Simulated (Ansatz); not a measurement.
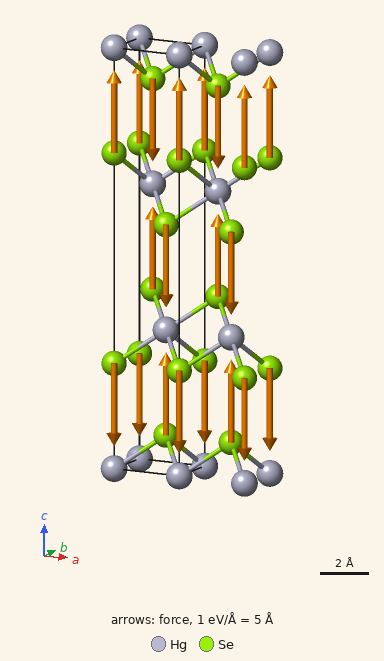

Starting geometry of a crystal of HgSe$_{2}$ (built on the cadmium chloride_166 type) (coarse preliminary run) with the computed forces as orange arrows. A ball-and-stick model of the conventional cell (3 times the calculation's cell), repeated 2 × 1 × 1 with one cell outlined, seen slightly off an axis. Lengths and directions refer to the drawn axes.

Case: cadmium chloride type (R-3m, No. 166).

Level of theory: DFT PBE, scalar-relativistic, plane waves, PAW in Ansatz 0.2.0.

The input:
```yaml
crystal:
  lattice:
    - [1.9699931395, 1.1373760694, 5.9498832309]
    - [-1.9699931395, 1.1373760694, 5.9498832309]
    - [0.0, -2.2747521388, 5.9498832309]
  atoms:
    - { symbol: Hg, position: [0.0, 0.0, 0.0] }
    - { symbol: Se, position: [0.75, 0.75, 0.75] }
    - { symbol: Se, position: [0.25, 0.25, 0.25] }
basis:
  ecutwfc: 420
kpoints:
  mp_grid: { grid: [6, 6, 6] }
hamiltonian:
  xc: pbe
scf:
  occupations: { method: gaussian, width: 0.1 }
  lower_state_search: "off"
output:
  forces: true
  stress: true
  eigenvalues: true
relax:
  adjacent_minimum: "off"
  f_tol: 0.04
  max_steps: 70
  cell: { stress_tol: 0.4 }
```

Command:
```bash
ansatz run input.yaml --threads 1 --pin off --max-ram 2560MiB --backend cpu --events-out ev --progress --plain --runs-dir out
```

Is this structure relaxed? If not, where do the atoms go?

It isn't relaxed: the largest force vector, on Se atoms, is 0.70 eV/Å. The atoms end up moving mostly along the starting forces (cosine between the two patterns 1.00). The energy falls by 0.293 eV per cell of the calculation in 4 accepted moves (5 points after the start). The largest force component goes from 0.7 to 0.035 eV/Å. The pressure goes from 1.10 to 0.14 GPa. The SCF was repeated once at an unchanged geometry on a basis and grid sized afresh for the cell, which shifted the energy by 1.1 meV per cell of the calculation at most. The largest moves relative to the cell, 0.28 Å, are those of Se2 and Se3. Se2 goes along +c. Hg stays in place. Cell: a = b 3.940 → 3.929 Å (−0.3 %), c 17.850 → 16.263 Å (−8.9 %). Volume −9.4 %. Near-neighbour distances that change, for instance: Se2–Se3 3.745 → 3.127 Å, Hg1–Se2 2.718 → 2.796 Å. Among the angles between lasting bonds that change: Hg1–Se2–Hg1 92.9° → 89.3°, Se2–Hg1–Se3 87.1° → 90.7°, Se2–Hg1–Se2 92.9° → 89.3°. The space group stays R-3m (No. 166). The run took 28 s on 1 thread of Arm Neoverse V1, with other jobs on the host, peak memory 0.39 GiB.
